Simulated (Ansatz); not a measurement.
Single-point calculation of Al3N (part 1 of 2)

The run: single-point calculation of Al3N (slab, 4 atoms in the cell). Method and program: DFT PBE, scalar-relativistic, plane waves, PAW, PAW set soft_1, spin-polarised (Ansatz 0.2.0).

The structure derives from an entry of the Crystallography Open Database. Figures and captions count atoms from 1; the log counts them from 0 in places.

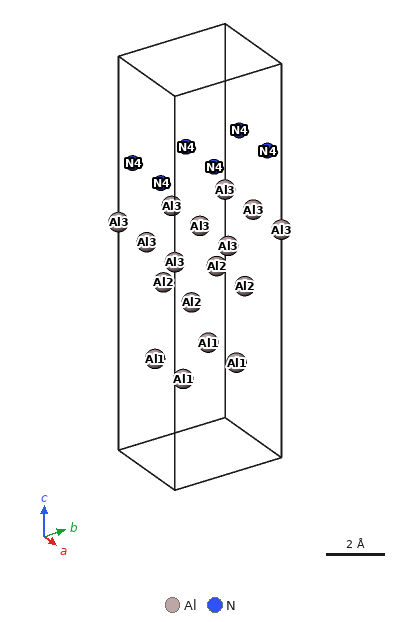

The structure (ball-and-stick view of the 2 × 2 repeat of the cell, with the vacuum cut short, seen slightly off an axis; atoms are numbered from 1 in the order of the input). An atom can appear more than once, as a periodic image.

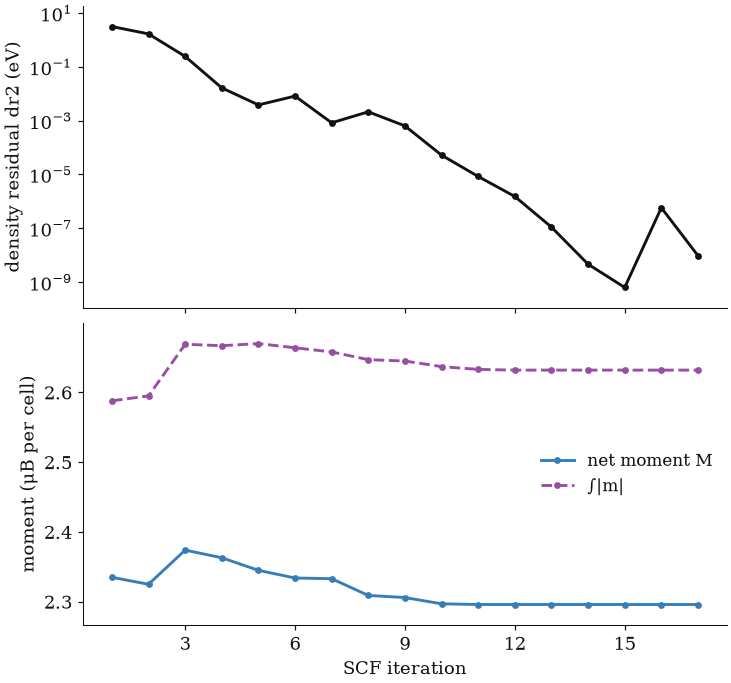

Convergence of the self-consistent field: density residual dr2 and magnetic moment against the SCF iteration. The residual falls unevenly and jumps up by a factor of two or more 3 times on the way down. The net moment stays at 2.3 μB per cell.

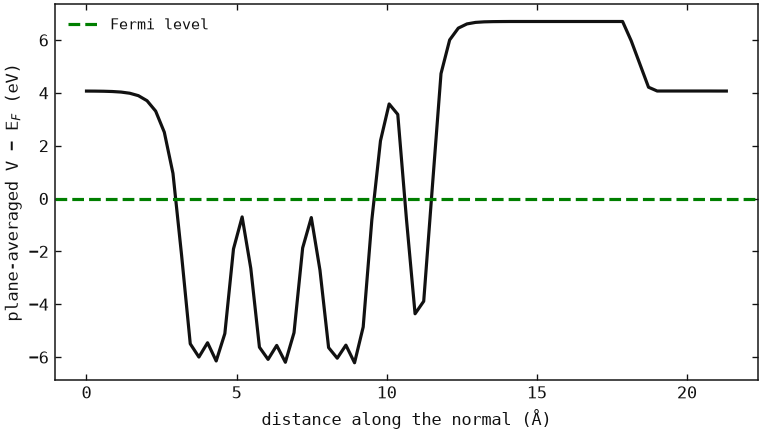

Plane average of the electrostatic potential energy of an electron across the cell, from the Fermi level. The vacuum level lies 6.70 eV above the Fermi level on the upper side and 4.07 eV on the lower.

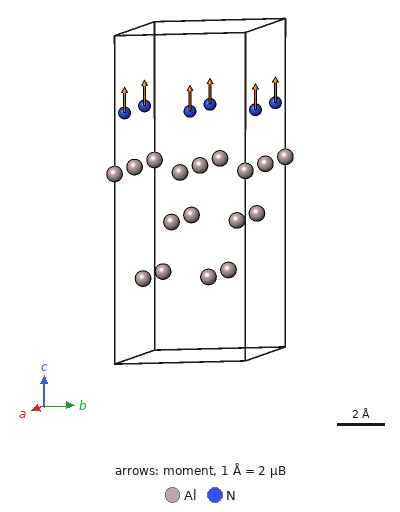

Magnetic moments of the sites as orange arrows (ball-and-stick view of the 2 × 2 repeat of the cell, with the vacuum cut short, seen slightly off an axis); small moments hardly show. The run is collinear, so the axis drawn is arbitrary. Site moments: N4 (2.27 μB); Al3 (−0.05 μB). They are counted near the atoms and needn't add up to the moment of the cell. Atoms are counted from 1 in the order of the input.

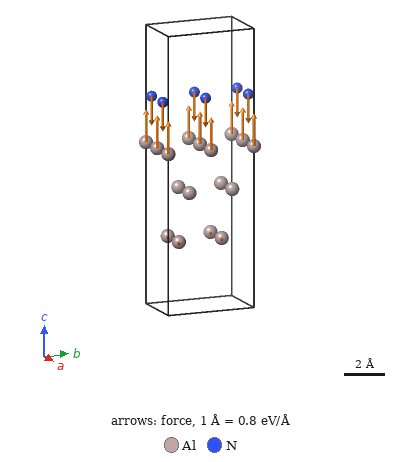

Forces on the atoms as orange arrows (ball-and-stick view of the 2 × 2 repeat of the cell, with the vacuum cut short, seen slightly off an axis); the smallest are left out. The largest act on Al3 (1.33 eV/Å); N4 (1.19 eV/Å). Atoms are counted from 1 in the order of the input and aren't labelled in the picture. The geometry is not a stationary point of this energy.

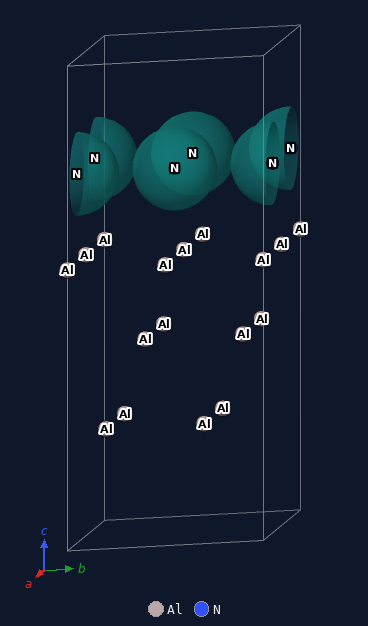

Isosurface of the spin density at +0.06 e/Å³ (teal), seen slightly off an axis. Sticks mark near contacts. The spin density sits on N: +2.3 μB in one cell of 4 atoms: a single local moment. The cell of the calculation (4 atoms) carries 2.3 μB net. In a PAW calculation such maps are meaningful between the atoms, not at the nuclei.

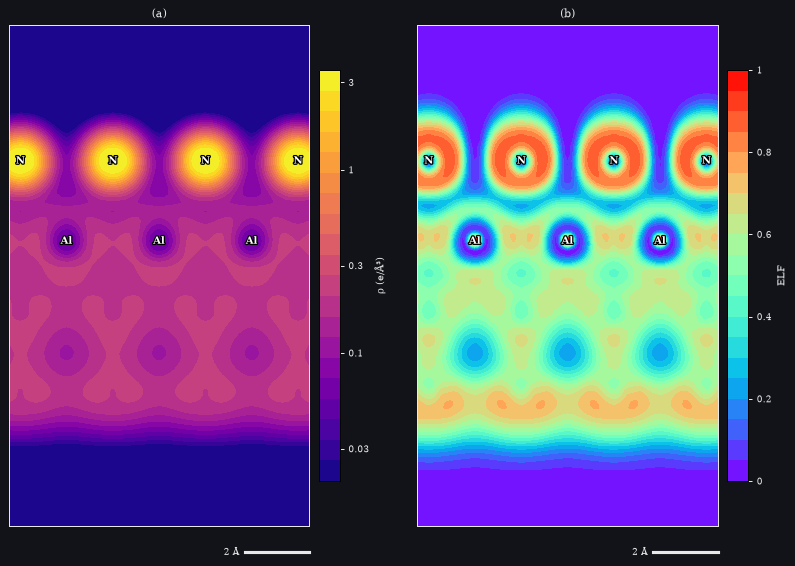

(a) valence pseudo-density; (b) electron localisation function on the (010) plane of the calculation cell, a cut from vacuum to vacuum. Atoms in the plane: Al and N. Al–Al (2.86 Å): ρ at the midpoint is about 0.2 e/Å³; the ELF peaks at about 0.70 between the atoms. The density dies away to nearly zero in the vacuum.

The input that produced these results follows, with the program's output.

## Input
```yaml
crystal:
  lattice:
    - [2.8567582919, 0.0, 0.0]
    - [-1.428379146, 2.4740252533, 0.0]
    - [0.0, 0.0, 21.6013781961]
  atoms:
    - { symbol: Al, position: [0.6666666667, 0.3333333333, 0.1851733701] }
    - { symbol: Al, position: [0.3333333333, 0.6666666667, 0.2916813827] }
    - { symbol: Al, position: [0.0, 0.0, 0.3981865471] }
    - { symbol: "N", position: [0.5, 0.0, 0.5125311031], spin: 3.0 }
basis:
  ecutwfc: 420
kpoints:
  mp_grid: { grid: [9, 9, 1] }
hamiltonian:
  xc: pbe
  pseudopotentials: { kind: paw, azcp: { folder: soft_1 } }
scf:
  occupations: { method: gaussian, width: 0.1 }
output:
  forces: true
  eigenvalues: true
  populations: true
  write_density: true
  write_potential: true
  elf: true
  volumetric_format: npy
magnetization:
  spin_polarized: true
efield:
  axis: 3
  dipole_correction: true
  ramp_width: 0.04
```

Launched with:
```bash
ansatz run input.yaml --threads 1 --pin off --max-ram 3072MiB --backend cpu --events-out ev --progress --plain --runs-dir out
```

## Log
```
Engine: ansatz 0.2.0, x86_64-unknown-linux-gnu
Pseudopotentials: kind: paw
Pseudopotential: Al, paw, valence charge 3, recommended cutoff 420 eV (normal), [file]
Pseudopotential: N, paw, valence charge 5, recommended cutoff 420 eV (normal), [file]
Functional definition: PBE
  parameter kappa = 0.804
  parameter beta = 0.06672455060314922
  exchange = pbe_x(kappa = kappa, mu = beta*pi^2/3)
  correlation = pbe_c(beta = beta)
Crystal: 4 atoms, lattice volume = 152.672 Å³
Basis set: ecut = 420 eV, 2989 PW (Γ), exchange–correlation on 40×40×300 points (8 copies of the dense FFT grid, shifted against one another)
Bands: 13, of which v1, the nominal top of the filled ones, is band 7 counted from 1 (6 counted from 0)
Symmetry: 2 space group operations
k-points: 25 of 81 (time reversal used)
Non-local potential: Al, projectors of the file, l = 0: 2, l = 1: 2, l = 2: 1
Non-local potential: N, projectors of the file, l = 0: 2, l = 1: 2, l = 2: 1
PAW form: soft (Blöchl's): semilocal exchange-correlation on the pseudo side does not see the compensation charge
PAW one-centre angular grid: Al, 110 points (default); XC on 64 Gauss nodes
PAW one-centre angular grid: N, 110 points (default); XC on 64 Gauss nodes
Initial density: superposition of atomic densities (neutral atoms: chi_scale 0, normalization atom)
Starting moments: Σ|m| = 3 μB on 1 of 4 sites
Initial wavefunctions: pseudopotential atomic-orbital guess
Functional: x = pbe(κ = 0.804, μ = 0.2195149727645171), c = pbe(β = 0.06672455060314922)
```
